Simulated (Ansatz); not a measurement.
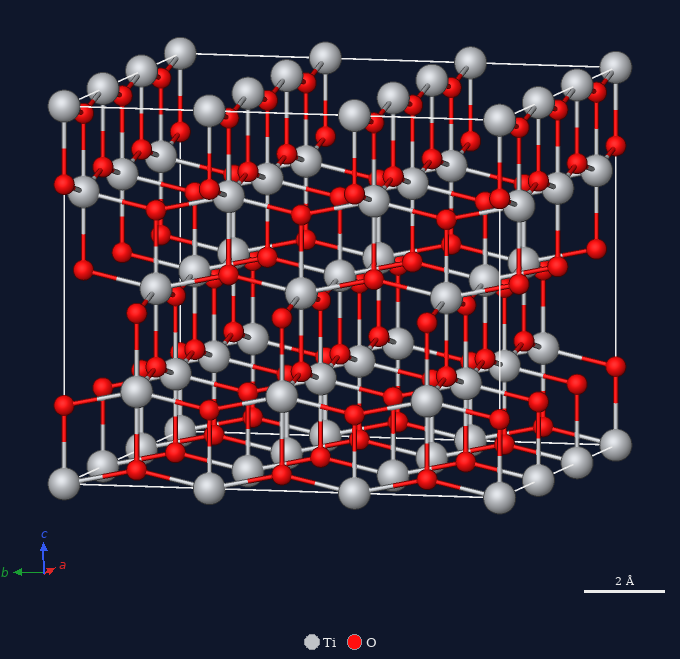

Figure 1. The structure (ball-and-stick view of the cell of the calculation, seen at an oblique angle).

**Single-point calculation, with input and output: Ti36O72 (part 1 of 2)**

System: Ti36O72 (I4₁/amd, 108 atoms in the cell).
Method: DFT, HSE06, PAW, plane waves (Ansatz 0.2.0).

The structure was built on a prototype by a generator.

### The input
```yaml
crystal:
  lattice:
    - [11.311282, 0.000005, -0.000027]
    - [0.000005, 11.311282, -0.000027]
    - [-0.000023, -0.000023, 9.548388]
  atoms:
    - { symbol: Ti, position: [0.000000, 0.000000, 0.000000] }
    - { symbol: Ti, position: [0.000000, 0.333333, 0.000000] }
    - { symbol: Ti, position: [0.000000, 0.666667, 0.000000] }
    - { symbol: Ti, position: [0.333333, 0.000000, 0.000000] }
    - { symbol: Ti, position: [0.333333, 0.333333, 0.000000] }
    - { symbol: Ti, position: [0.333333, 0.666667, 0.000000] }
    - { symbol: Ti, position: [0.666667, 0.000000, 0.000000] }
    - { symbol: Ti, position: [0.666667, 0.333333, 0.000000] }
    - { symbol: Ti, position: [0.666667, 0.666667, 0.000000] }
    - { symbol: Ti, position: [0.000000, 0.166667, 0.250000] }
    - { symbol: Ti, position: [0.000000, 0.500000, 0.250000] }
    - { symbol: Ti, position: [0.000000, 0.833334, 0.250000] }
    - { symbol: Ti, position: [0.333333, 0.166667, 0.250000] }
    - { symbol: Ti, position: [0.333333, 0.500000, 0.250000] }
    - { symbol: Ti, position: [0.333333, 0.833334, 0.250000] }
    - { symbol: Ti, position: [0.666667, 0.166667, 0.250000] }
    - { symbol: Ti, position: [0.666667, 0.500000, 0.250000] }
    - { symbol: Ti, position: [0.666667, 0.833334, 0.250000] }
    - { symbol: Ti, position: [0.166666, 0.000000, 0.750000] }
    - { symbol: Ti, position: [0.166666, 0.333333, 0.750000] }
    - { symbol: Ti, position: [0.166666, 0.666667, 0.750000] }
    - { symbol: Ti, position: [0.500000, 0.000000, 0.750000] }
    - { symbol: Ti, position: [0.500000, 0.333333, 0.750000] }
    - { symbol: Ti, position: [0.500000, 0.666667, 0.750000] }
    - { symbol: Ti, position: [0.833333, 0.000000, 0.750000] }
    - { symbol: Ti, position: [0.833333, 0.333333, 0.750000] }
    - { symbol: Ti, position: [0.833333, 0.666667, 0.750000] }
    - { symbol: Ti, position: [0.166667, 0.166666, 0.500000] }
    - { symbol: Ti, position: [0.166667, 0.500000, 0.500000] }
    - { symbol: Ti, position: [0.166667, 0.833333, 0.500000] }
    - { symbol: Ti, position: [0.500000, 0.166666, 0.500000] }
    - { symbol: Ti, position: [0.500000, 0.500000, 0.500000] }
    - { symbol: Ti, position: [0.500000, 0.833333, 0.500000] }
    - { symbol: Ti, position: [0.833334, 0.166666, 0.500000] }
    - { symbol: Ti, position: [0.833334, 0.500000, 0.500000] }
    - { symbol: Ti, position: [0.833334, 0.833333, 0.500000] }
    - { symbol: O, position: [0.000000, 0.000000, 0.207572] }
    - { symbol: O, position: [0.000000, 0.333333, 0.207572] }
    - { symbol: O, position: [0.000000, 0.666667, 0.207572] }
    - { symbol: O, position: [0.333333, 0.000000, 0.207572] }
    - { symbol: O, position: [0.333333, 0.333333, 0.207572] }
    - { symbol: O, position: [0.333333, 0.666667, 0.207572] }
    - { symbol: O, position: [0.666667, 0.000000, 0.207572] }
    - { symbol: O, position: [0.666667, 0.333333, 0.207572] }
    - { symbol: O, position: [0.666667, 0.666667, 0.207572] }
    - { symbol: O, position: [0.000000, 0.166666, 0.457572] }
    - { symbol: O, position: [0.000000, 0.499999, 0.457572] }
    - { symbol: O, position: [0.000000, 0.833333, 0.457572] }
    - { symbol: O, position: [0.333333, 0.166666, 0.457572] }
    - { symbol: O, position: [0.333333, 0.499999, 0.457572] }
    - { symbol: O, position: [0.333333, 0.833333, 0.457572] }
    - { symbol: O, position: [0.666667, 0.166666, 0.457572] }
    - { symbol: O, position: [0.666667, 0.499999, 0.457572] }
    - { symbol: O, position: [0.666667, 0.833333, 0.457572] }
    - { symbol: O, position: [0.000000, 0.166666, 0.042427] }
    - { symbol: O, position: [0.000000, 0.500000, 0.042427] }
    - { symbol: O, position: [0.000000, 0.833333, 0.042427] }
    - { symbol: O, position: [0.333333, 0.166666, 0.042427] }
    - { symbol: O, position: [0.333333, 0.500000, 0.042427] }
    - { symbol: O, position: [0.333333, 0.833333, 0.042427] }
    - { symbol: O, position: [0.666667, 0.166666, 0.042427] }
    - { symbol: O, position: [0.666667, 0.500000, 0.042427] }
    - { symbol: O, position: [0.666667, 0.833333, 0.042427] }
    - { symbol: O, position: [0.000000, 0.000000, 0.792427] }
    - { symbol: O, position: [0.000000, 0.333333, 0.792427] }
    - { symbol: O, position: [0.000000, 0.666667, 0.792427] }
    - { symbol: O, position: [0.333333, 0.000000, 0.792427] }
    - { symbol: O, position: [0.333333, 0.333333, 0.792427] }
    - { symbol: O, position: [0.333333, 0.666667, 0.792427] }
    - { symbol: O, position: [0.666667, 0.000000, 0.792427] }
    - { symbol: O, position: [0.666667, 0.333333, 0.792427] }
    - { symbol: O, position: [0.666667, 0.666667, 0.792427] }
    - { symbol: O, position: [0.166666, 0.166667, 0.292428] }
    - { symbol: O, position: [0.166666, 0.500001, 0.292428] }
    - { symbol: O, position: [0.166666, 0.833334, 0.292428] }
    - { symbol: O, position: [0.500000, 0.166667, 0.292428] }
    - { symbol: O, position: [0.500000, 0.500001, 0.292428] }
    - { symbol: O, position: [0.500000, 0.833334, 0.292428] }
    - { symbol: O, position: [0.833333, 0.166667, 0.292428] }
    - { symbol: O, position: [0.833333, 0.500001, 0.292428] }
    - { symbol: O, position: [0.833333, 0.833334, 0.292428] }
    - { symbol: O, position: [0.166667, 0.000000, 0.957573] }
    - { symbol: O, position: [0.166667, 0.333333, 0.957573] }
    - { symbol: O, position: [0.166667, 0.666667, 0.957573] }
    - { symbol: O, position: [0.500000, 0.000000, 0.957573] }
    - { symbol: O, position: [0.500000, 0.333333, 0.957573] }
    - { symbol: O, position: [0.500000, 0.666667, 0.957573] }
    - { symbol: O, position: [0.833334, 0.000000, 0.957573] }
    - { symbol: O, position: [0.833334, 0.333333, 0.957573] }
    - { symbol: O, position: [0.833334, 0.666667, 0.957573] }
    - { symbol: O, position: [0.166667, 0.000000, 0.542427] }
    - { symbol: O, position: [0.166667, 0.333333, 0.542427] }
    - { symbol: O, position: [0.166667, 0.666667, 0.542427] }
    - { symbol: O, position: [0.500001, 0.000000, 0.542427] }
    - { symbol: O, position: [0.500001, 0.333333, 0.542427] }
    - { symbol: O, position: [0.500001, 0.666667, 0.542427] }
    - { symbol: O, position: [0.833334, 0.000000, 0.542427] }
    - { symbol: O, position: [0.833334, 0.333333, 0.542427] }
    - { symbol: O, position: [0.833334, 0.666667, 0.542427] }
    - { symbol: O, position: [0.166666, 0.166667, 0.707573] }
    - { symbol: O, position: [0.166666, 0.500000, 0.707573] }
    - { symbol: O, position: [0.166666, 0.833334, 0.707573] }
    - { symbol: O, position: [0.499999, 0.166667, 0.707573] }
    - { symbol: O, position: [0.499999, 0.500000, 0.707573] }
    - { symbol: O, position: [0.499999, 0.833334, 0.707573] }
    - { symbol: O, position: [0.833333, 0.166667, 0.707573] }
    - { symbol: O, position: [0.833333, 0.500000, 0.707573] }
    - { symbol: O, position: [0.833333, 0.833334, 0.707573] }
kpoints:
  mp_grid: { grid: [1, 1, 1] }
hamiltonian:
  xc: hse06
scf:
  occupations: { method: fermi_dirac, width: 0.01 }
output:
  forces: true
  eigenvalues: true
  populations: true
  eigenstates: { kpoints: [[0, 0, 0]], e_range: [-6.0, 6.0], localisation: true }
```

Run on 7 CPU threads, shared host.

### Log
```
Pseudopotentials: kind: paw
Functional definition: HSE06
  parameter a = 0.25
  parameter omega = 0.11/bohr
  exchange = pbe_x - a*pbe_x_sr(omega) + a*exact_x_sr(omega)
  correlation = pbe_c
Crystal: 108 atoms, lattice volume = 1221.669 Å³
Basis set: ecut = 420 eV, 23803 PW (Γ), exchange–correlation on 160×160×128 points (8 copies of the dense FFT grid, shifted against one another)
Bands: 540, of which v1, the nominal top of the filled ones, is band 432 counted from 1 (431 counted from 0)
Symmetry: 72 space group operations
k-points: 1
Non-local potential: Ti, projectors of the file, l = 0: 3, l = 1: 2, l = 2: 3, l = 3: 1
Non-local potential: O, projectors of the file, l = 0: 2, l = 1: 2, l = 2: 1
PAW form: soft (Blöchl's): semilocal exchange-correlation on the pseudo side does not see the compensation charge
PAW frozen core: Ti, regenerated for the run's functional, and the local potential with it (the file was generated under x = pbe(κ = 0.804, μ = 0.2195149727645171), c = pbe(β = 0.06672455060314922))
PAW frozen core: O, regenerated for the run's functional, and the local potential with it (the file was generated under x = pbe(κ = 0.804, μ = 0.2195149727645171), c = pbe(β = 0.06672455060314922))
PAW one-centre angular grid: Ti, 590 points (default); XC on 64 Gauss nodes
PAW one-centre angular grid: O, 110 points (default); XC on 96 Gauss nodes
Initial density: superposition of atomic densities (neutral atoms: chi_scale 0, normalization atom), corrected by the library's trained network
Initial wavefunctions: pseudopotential atomic-orbital guess
Functional: x = pbe(κ = 0.804, μ = 0.2195149727645171), c = pbe(β = 0.06672455060314922), warm-up for x = pbe(κ = 0.804, μ = 0.2195149727645171) + 0.25 (exact − pbe) at short range (hse, ω = 0.20786987370883472 Å⁻¹), c = pbe(β = 0.06672455060314922); HSE06 as pw.x's `hse` composes it (authors' and Libxc's form: `xc: wpbeh`)
SCF iter   1: F=—  HF=-130994.725096 eV  |F-HF|=—  |Δ(HF+E_count)|=         —  Δρ=3.38e-3  dr2=6.33e-2  ethr=1.77e-3  ⟨swp⟩=5.0  Hψ=2178  notcnv=0
preconditioner: auto → none  [insulator: Δε(μ)=2.281 eV  Ē_g=9.734 eV  σ=0.010 eV  W_gap=1.00  n_scr=346 (ndim 8)  ℏωp=25.5 eV  f_vac=0.101  D(μ)=0.00/eV (n_scr^D=0)]
SCF iter   2: F=—  HF=-130994.774109 eV  |F-HF|=—  |Δ(HF+E_count)|=   4.90e-2  Δρ=2.79e-3  dr2=7.90e-2  ethr=7.33e-6  ⟨swp⟩=5.0  Hψ=1829  notcnv=0
SCF iter   3: F=—  HF=-130994.767576 eV  |F-HF|=—  |Δ(HF+E_count)|=   6.53e-3  Δρ=1.36e-3  dr2=1.34e-2  ethr=7.33e-6  ⟨swp⟩=4.0  Hψ=1478  notcnv=0
SCF iter   4: F=—  HF=-130994.771092 eV  |F-HF|=—  |Δ(HF+E_count)|=   3.52e-3  Δρ=4.96e-4  dr2=1.91e-3  ethr=1.55e-6  ⟨swp⟩=3.0  Hψ=1115  notcnv=0
iter 5 solved again at ethr=1.03e-8 eV; its pass at ethr=2.21e-7 eV (dr2=8.87e-5 eV) is discarded
SCF iter   5: F=-130994.772060 eV  HF=-130994.772087 eV  |F-HF|=2.72e-5  |Δ(HF+E_count)|=   9.95e-4  Δρ=1.07e-4  dr2=9.00e-5  ethr=1.03e-8  ⟨swp⟩=3.0  Hψ=2268  notcnv=0
SCF 1 stopped early in 5 iterations: F = -130994.772060 eV  dr2 = 9.00e-5
  greatest PAW one-centre occupation: 0.999 electrons in one spin orbital (limit 2), on the Ti atom at site 35 (counted from 0), in its partial waves of l = 0
Initial density: handed on by an earlier stage of this run
Initial wavefunctions: those handed on with the density
Functional: x = pbe(κ = 0.804, μ = 0.2195149727645171) + 0.25 (exact − pbe) at short range (hse, ω = 0.20786987370883472 Å⁻¹), c = pbe(β = 0.06672455060314922); HSE06 as pw.x's `hse` composes it (authors' and Libxc's form: `xc: wpbeh`)
Exchange kernel: α = 0.2500, screened, ω = 0.2079 Å⁻¹, Wigner–Seitz truncation, v(0) = 932.1254 eV·Å³, q-mesh 1×1×1, nearest image of the exchange supercell L = 9.55 Å, pair-density grid 72×72×60, without the augmentation charges, whose exchange is taken in its separable form (sized by the pseudopotential files, 75×75×64 at the most), smooth part of the exchange summed in real space on grids 60×60
Frozen-core exchange: fock
SCF iter   1: F=—  HF=-130972.797211 eV  |F-HF|=—  |Δ(HF+E_count)|=         —  Δρ=3.30e-2  dr2=1.83e1  ethr=1.04e-7  ⟨swp⟩=8.0  Hψ=3119  notcnv=0
preconditioner: auto → none  [insulator: Δε(μ)=4.556 eV  Ē_g=12.699 eV  σ=0.010 eV  W_gap=1.00  n_scr=346 (ndim 8)  ℏωp=25.5 eV  f_vac=0.101  D(μ)=0.00/eV (n_scr^D=0)]
SCF iter   2: F=—  HF=-130970.292196 eV  |F-HF|=—  |Δ(HF+E_count)|=    2.51e0  Δρ=3.19e-2  dr2=1.21e1  ethr=1.04e-7  ⟨swp⟩=6.0  Hψ=2893  notcnv=0
SCF iter   3: F=—  HF=-130967.747835 eV  |F-HF|=—  |Δ(HF+E_count)|=    2.54e0  Δρ=4.46e-3  dr2=3.20e-1  ethr=1.04e-7  ⟨swp⟩=6.0  Hψ=2694  notcnv=0
SCF iter   4: F=—  HF=-130968.566131 eV  |F-HF|=—  |Δ(HF+E_count)|=   8.18e-1  Δρ=3.83e-3  dr2=2.41e-1  ethr=1.04e-7  ⟨swp⟩=6.0  Hψ=2297  notcnv=0
SCF iter   5: F=—  HF=-130968.502977 eV  |F-HF|=—  |Δ(HF+E_count)|=   6.32e-2  Δρ=7.29e-4  dr2=2.76e-3  ethr=1.04e-7  ⟨swp⟩=5.0  Hψ=2290  notcnv=0
SCF iter   6: F=—  HF=-130968.512396 eV  |F-HF|=—  |Δ(HF+E_count)|=   9.42e-3  Δρ=2.33e-4  dr2=6.12e-4  ethr=1.04e-7  ⟨swp⟩=5.0  Hψ=1738  notcnv=0
SCF iter   7: F=-130968.511918 eV  HF=-130968.512245 eV  |F-HF|=3.26e-4  |Δ(HF+E_count)|=   1.51e-4  Δρ=3.69e-5  dr2=3.68e-5  ethr=6.83e-8  ⟨swp⟩=3.0  Hψ=1053  notcnv=0
SCF 2 stopped early in 7 iterations: F = -130968.511918 eV  dr2 = 3.68e-5
  Residual-converged pass: ⟨swp⟩=4.0  Hψ=1608  notcnv=0  max |occ|·‖R‖ = 6.5e-6 eV (tolerance 6.7e-6 eV)  dr2=3.52e-5  dr2_onsite=2.19e-6  max |Δocc| = 0.0e0
  greatest PAW one-centre occupation: 1.000 electrons in one spin orbital (limit 2), on the Ti atom at site 35 (counted from 0), in its partial waves of l = 0
hybrid outer 1: dexx = +9.457e-1 eV, tail = 1.56e-3 eV
SCF iter   1: F=—  HF=-130968.494542 eV  |F-HF|=—  |Δ(HF+E_count)|=         —  Δρ=1.26e-4  dr2=1.33e-4  ethr=9.03e-7  ⟨swp⟩=6.0  Hψ=1383  notcnv=0
preconditioner: auto → none  [insulator: Δε(μ)=3.782 eV  Ē_g=11.976 eV  σ=0.010 eV  W_gap=1.00  n_scr=346 (ndim 8)  ℏωp=25.5 eV  f_vac=0.103  D(μ)=0.00/eV (n_scr^D=0)]
SCF iter   2: F=—  HF=-130968.494514 eV  |F-HF|=—  |Δ(HF+E_count)|=   2.79e-5  Δρ=3.44e-5  dr2=1.25e-5  ethr=1.48e-8  ⟨swp⟩=4.0  Hψ=1318  notcnv=0
SCF iter   3: F=—  HF=-130968.494577 eV  |F-HF|=—  |Δ(HF+E_count)|=   6.32e-5  Δρ=1.90e-5  dr2=1.78e-6  ethr=7.85e-10  ⟨swp⟩=5.0  Hψ=1750  notcnv=0
SCF iter   4: F=—  HF=-130968.494576 eV  |F-HF|=—  |Δ(HF+E_count)|=   4.86e-7  Δρ=2.17e-6  dr2=5.78e-7  ethr=1.86e-10  ⟨swp⟩=3.0  Hψ=1216  notcnv=0
SCF iter   5: F=—  HF=-130968.494581 eV  |F-HF|=—  |Δ(HF+E_count)|=   4.42e-6  Δρ=6.74e-6  dr2=3.83e-7  ethr=2.30e-11 (applied; sched 3.38e-12)  ⟨swp⟩=5.0  Hψ=1908  notcnv=0
SCF iter   6: F=—  HF=-130968.494581 eV  |F-HF|=—  |Δ(HF+E_count)|=   1.14e-7  Δρ=7.09e-7  dr2=9.27e-8  ethr=1.76e-11 (applied; sched 3.38e-12)  ⟨swp⟩=4.0  Hψ=1462  notcnv=0
SCF iter   7: F=—  HF=-130968.494581 eV  |F-HF|=—  |Δ(HF+E_count)|=   4.08e-7  Δρ=2.19e-6  dr2=5.19e-8  ethr=1.57e-11 (applied; sched 1.00e-12)  ⟨swp⟩=5.0  Hψ=1302  notcnv=0
SCF iter   8: F=-130968.494581 eV  HF=-130968.494581 eV  |F-HF|=6.69e-10  |Δ(HF+E_count)|=   1.26e-8  Δρ=2.63e-7  dr2=1.10e-8  ethr=1.19e-11 (applied; sched 1.00e-12)  ⟨swp⟩=3.0  Hψ=991  notcnv=0
SCF 3 converged in 8 iterations: F = -130968.494581 eV  dr2 = 1.10e-8
  Residual-converged pass: ⟨swp⟩=3.0  Hψ=1070  notcnv=0  max |occ|·‖R‖ = 3.2e-6 eV (tolerance 3.3e-6 eV)  dr2=1.03e-8  dr2_onsite=1.22e-11  max |Δocc| = 0.0e0
```

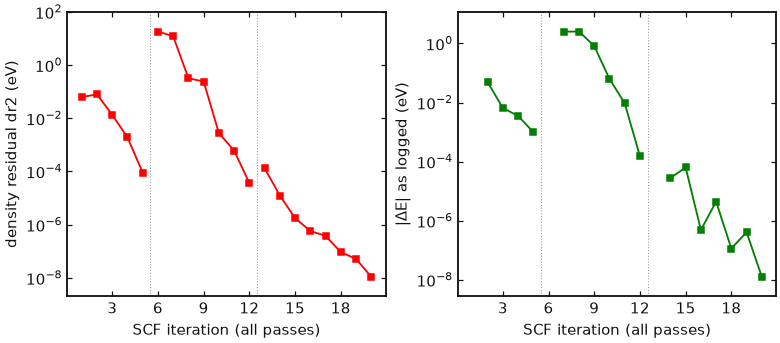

Figure 2. Convergence of the self-consistent field: density residual dr2 and size of the energy change against the SCF iteration. The run starts with a semilocal functional; after that each stretch between dotted lines is one SCF of the hybrid functional between two exact rebuilds of the exchange operator by the outer loop. Early passes are stopped at a loose threshold. The passes take 5, 7 and 8 iterations.
